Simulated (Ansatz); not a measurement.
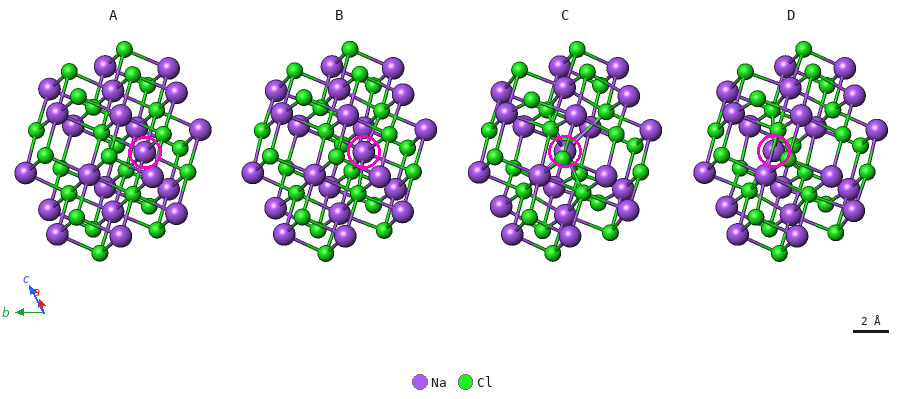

4 geometries from a converged minimum-energy path of a defect cell of composition Na₇Cl₈ (cell charge −1) with a Na vacancy (15 atoms in the cell), shuffled. A ball-and-stick model of the atoms within 6.2 Å of the middle of the path, seen from a free direction. The moving atom is ringed, with any periodic copies. Bonds to atoms that aren't drawn are left out.

These are results of DFT PBE, scalar-relativistic, plane waves, PAW in Ansatz, not measurements. Settings: plane-wave cutoff 420 eV; k-point mesh 4 × 4 × 4; Gaussian smearing 0.05 eV; 7 movable images; climbing image from the first iteration; force threshold 0.05 eV/Å; iteration limit 60.

One of them is the converged climbing image. Which?

Answer. C. In order along the path, whose images run from 0 to 8: D (image 2, +0.32 eV), C (image 4, +0.72 eV), B (image 7, +0.09 eV), A (image 8, 0.00 eV). It is a vacancy jump: a nearby atom moves into the empty site and leaves its own site empty. A Na atom travels furthest, 4.03 Å from end to end, along −b, on a straight line. At the highest image its nearest neighbour (Cl) is 2.43 Å away, against 2.85 Å at the start, and the surrounding atoms stand up to 0.37 Å off the mean of their end positions.

Limits of the set-up: the periodic images lie only 8.1 Å apart, so the values are limited by the cell's size; the cell is charged, on a uniform background, and energies carry no finite-size correction.

Cost: 11 min on 4 threads of Intel(R) Xeon(R) Platinum 8375C CPU @ 2.90GHz (Ice Lake) (shared host), peak memory 3.9 GiB.
